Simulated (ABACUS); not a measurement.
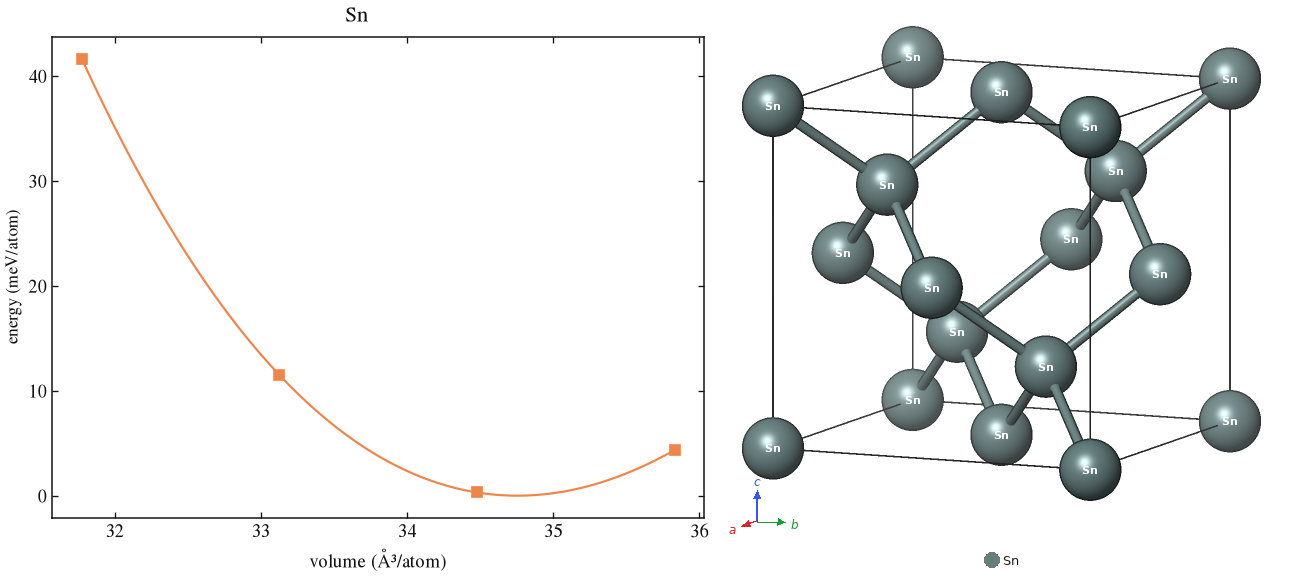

The figure shows the energy against volume for Sn, space group Fd-3m (No. 227). The conventional cell is drawn beside the plot.

Starting cell:
```xyz
2
Lattice="0.0000 3.2333 3.2333 3.2333 0.0000 3.2333 3.2333 3.2333 0.0000" Properties=species:S:1:pos:R:3 pbc="T T T"
Sn    4.8500    4.8500    4.8500
Sn    3.2333    3.2333    3.2333
```

Method: DFT in plane waves or numerical atomic orbitals with pseudopotentials, no spin polarisation; energies at scaled volumes of the given cell, shape and fractions fixed, counted from the fit's minimum, third-order Birch-Murnaghan fit (ABACUS 3.10.1). Level: PBEsol with D3.

```csv
setting,value
k mesh,5×5×5
occupations,Fermi–Dirac
smearing width,0.05 eV
potentials,PseudoDojo NC SR 0.4.1 PBE standard
wave cutoff,993.2 eV
density cutoff,3973 eV
program settings,basis pw
```

From this curve and the settings, what does the calculation give for the pressure at the same points?

The pressure falls from 4.83 GPa at volume 31.77 Å³/atom to −1.27 GPa at 35.83 Å³/atom, and changes sign near 34.8 Å³/atom.

```tsv
volume (Å³/atom)	pressure (GPa)
31.77	4.83
33.13	2.34
34.48	0.34
35.83	-1.27
```

Note: coarse k mesh.
